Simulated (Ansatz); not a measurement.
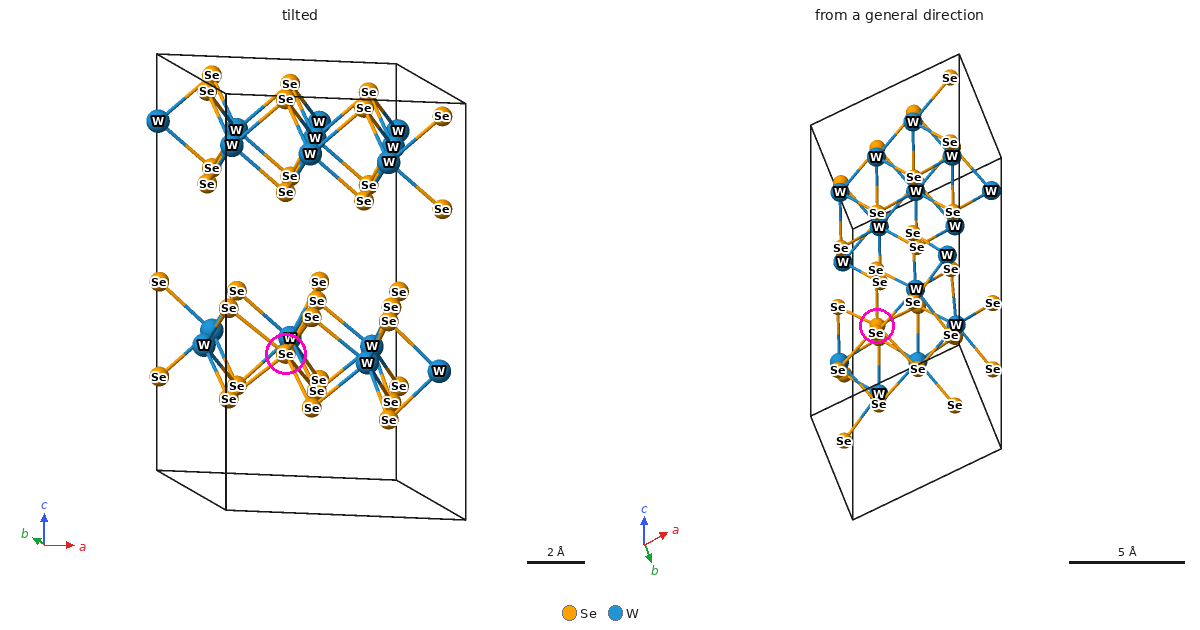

An orthographic ball-and-stick view of the structure, slightly off an axis and from a general direction. Lines trace the edges of the supercell. The host is WSe2, in a cell of 42 sites, and the cell carries a charge of +1. A ring marks the defect's site.

> Identify the point defect.

Selenium on a tungsten site (an antisite). It is bonded to six Se in a trigonal prismatic arrangement at about 2.6 Å. Not all metal-metal contacts are counted.

Theory: Ansatz, DFT PBE, scalar-relativistic, plane waves, PAW. Numerical settings: a 420 eV plane-wave basis, a 2×2×2 sampling of the Brillouin zone, Gaussian smearing of 0.01 eV, collinear spins.

> Is a magnetic moment found?

Yes, 0.5 μB in the cell.

The atoms were relaxed in the host's cell with Ansatz 0.2.0, DFT PBE, scalar-relativistic, plane waves, PAW.
